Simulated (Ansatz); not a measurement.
CsI

```cif
data_structure
_symmetry_space_group_name_H-M 'P 1'
_symmetry_Int_Tables_number 1
_cell_length_a 4.6554
_cell_length_b 4.6554
_cell_length_c 4.6554
_cell_angle_alpha 90.000
_cell_angle_beta 90.000
_cell_angle_gamma 90.000
_cell_volume 100.90
loop_
_atom_site_label
_atom_site_type_symbol
_atom_site_fract_x
_atom_site_fract_y
_atom_site_fract_z
_atom_site_occupancy
Cs1 Cs 0.00000 0.00000 0.00000 1
I1 I 0.50000 0.50000 0.50000 1
```

Space group Pm-3m; a structure from a database of computed crystals, not necessarily the ambient phase.

All numbers below come from Ansatz 0.2.0, DFT PBE, scalar-relativistic, plane waves, PAW.

**What will maps of the valence pseudo-density and electron localisation function show?**

Cs–I (4.03 Å): the density is about 0.05 e/Å³ at the midpoint; the ELF peaks at about 0.80 in the valence shell of I, 1.4 Å from its nucleus, and drops to about 0.05 between the two atoms; a largely ionic contact.

**Does the calculation give a band gap?**

It is gapped, with a Kohn–Sham gap of 3.7 eV on the k-point mesh, an upper bound to the gap of this method.

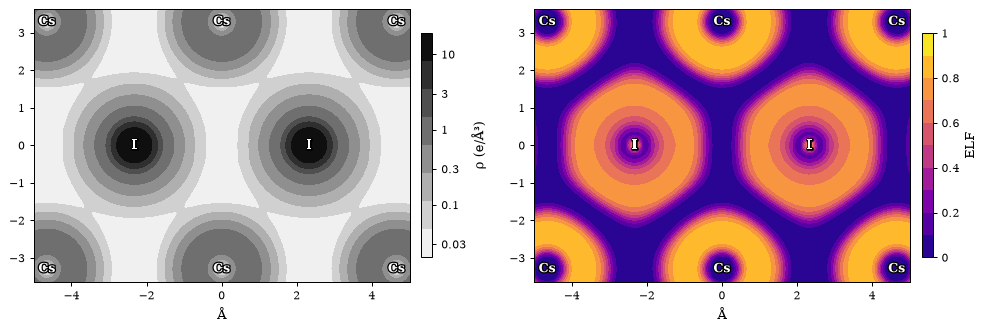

Computed valence pseudo-density and electron localisation function on the (101̄) plane of the conventional cell, in this order. 

The density is the valence pseudo-density of a PAW calculation; it isn't the true density close to the nuclei.
